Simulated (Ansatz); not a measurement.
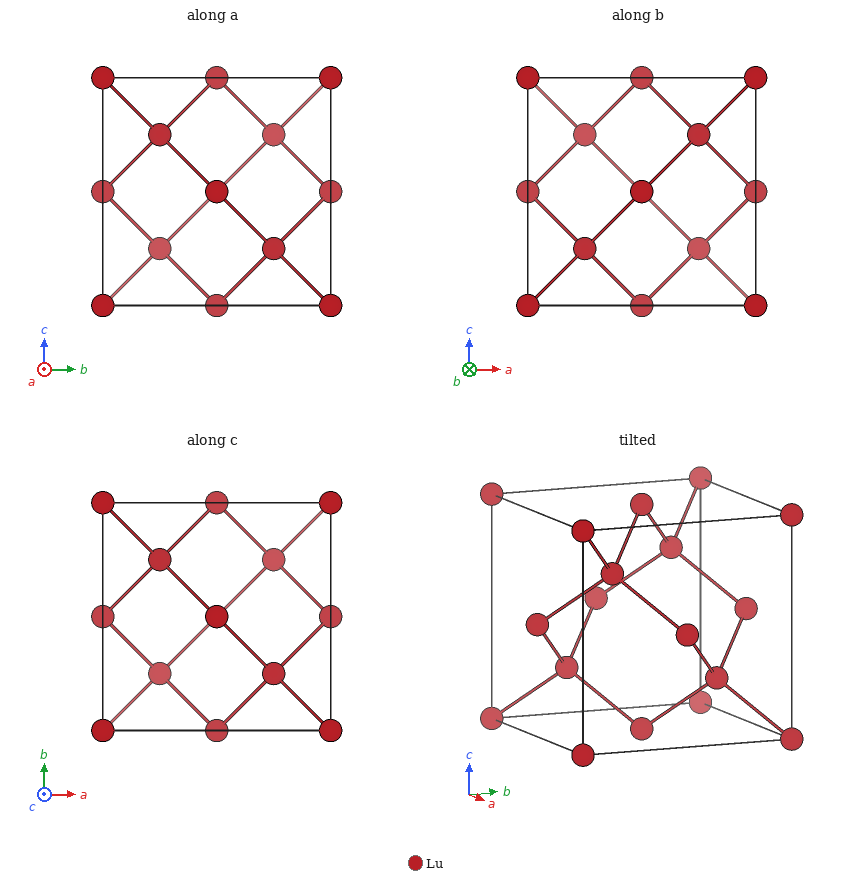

Crystal structure, ball-and-stick style, seen along the a axis, along the b axis, along the c axis and slightly off an axis. The edges of the conventional unit cell are marked.

Lattice parameters: a = 7.6163 Å, b = 7.6163 Å, c = 7.6163 Å, α = 90.000°, β = 90.000°, γ = 90.000°.

**Turn the picture into a CIF in P1 with every atom of the cell.**

```cif
data_structure
_symmetry_space_group_name_H-M 'P 1'
_symmetry_Int_Tables_number 1
_cell_length_a 7.6163
_cell_length_b 7.6163
_cell_length_c 7.6163
_cell_angle_alpha 90.000
_cell_angle_beta 90.000
_cell_angle_gamma 90.000
_cell_volume 441.80
loop_
_atom_site_label
_atom_site_type_symbol
_atom_site_fract_x
_atom_site_fract_y
_atom_site_fract_z
_atom_site_occupancy
Lu1 Lu 0.7500 0.7500 0.2500 1
Lu2 Lu 0.0000 0.5000 0.5000 1
Lu3 Lu 0.7500 0.2500 0.7500 1
Lu4 Lu 0.0000 0.0000 0.0000 1
Lu5 Lu 0.2500 0.7500 0.7500 1
Lu6 Lu 0.5000 0.5000 0.0000 1
Lu7 Lu 0.2500 0.2500 0.2500 1
Lu8 Lu 0.5000 0.0000 0.5000 1
```

The cell started as a structure type filled with this element by a generator (whether the element takes this form wasn't checked). Earlier steps of the study may have refined or changed the cell and positions. It went into a calculation with Ansatz.
